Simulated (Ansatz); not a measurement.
Consider Rb.

The calculation's input:

```
crystal:
  lattice:
    - [-2.8929650236, 2.8929650236, 2.8929650236]
    - [2.8929650236, -2.8929650236, 2.8929650236]
    - [2.8929650236, 2.8929650236, -2.8929650236]
  atoms:
    - { symbol: Rb, position: [0.0, 0.0, 0.0] }
basis:
  ecutwfc: 420
kpoints:
  mp_grid: { grid: [10, 10, 10] }
hamiltonian:
  xc: pbesol
scf:
  occupations: { method: gaussian, width: 0.1 }
output:
  forces: true
  stress: true
  eigenvalues: true
  write_density: true
  write_potential: true
  elf: true
  volumetric_format: npy
```

Launched as:

```sh
ansatz run input.yaml --threads 1 --pin off --max-ram 2560MiB --backend cpu --events-out ev --progress --plain --runs-dir out
```

Below, planes, directions and counts refer to the conventional cell (a = 5.79 Å, b = 5.79 Å, c = 5.79 Å, α = 90.00°, β = 90.00°, γ = 90.00°).

Space group Im-3m; changed on purpose from its base cell (volume × 1.10); computed without spin polarisation.

These are results of Ansatz, DFT PBEsol, scalar-relativistic, plane waves, PAW, not measurements.

What can the converged valence pseudo-density and electron localisation function tell about the bonding?

Rb–Rb (5.01 Å): the density is about 0.01 e/Å³ at the midpoint; the ELF is about 0.20 at the midpoint: no shared electron pair shows on this line.

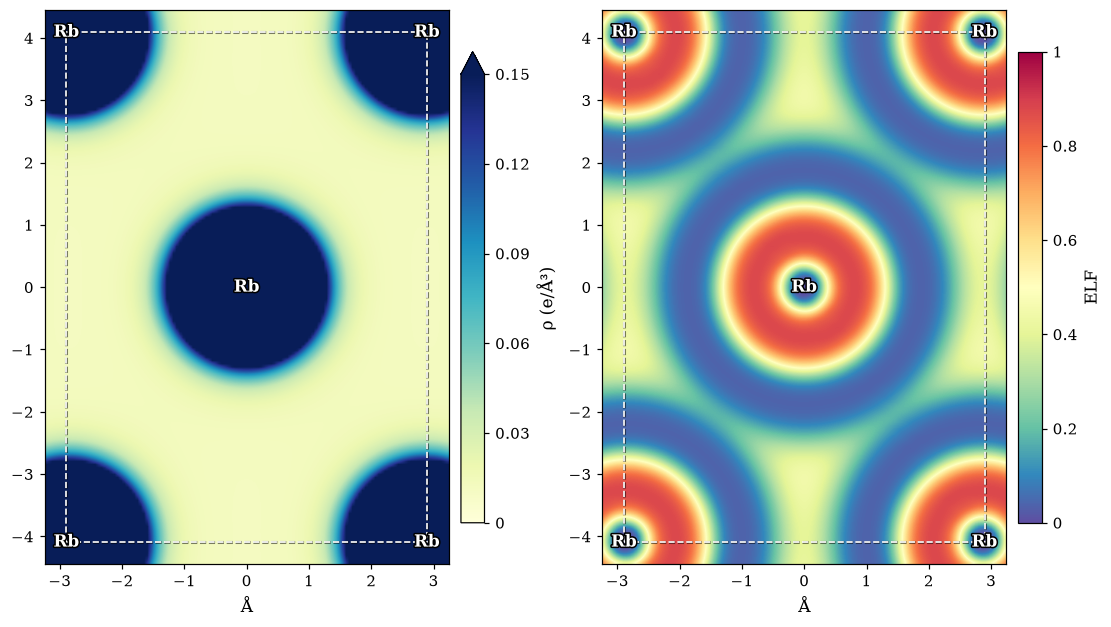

Computed valence pseudo-density and electron localisation function on the (11̄0) plane of the conventional cell, in this order. 

In a PAW calculation such maps are meaningful between the atoms, not at the nuclei.
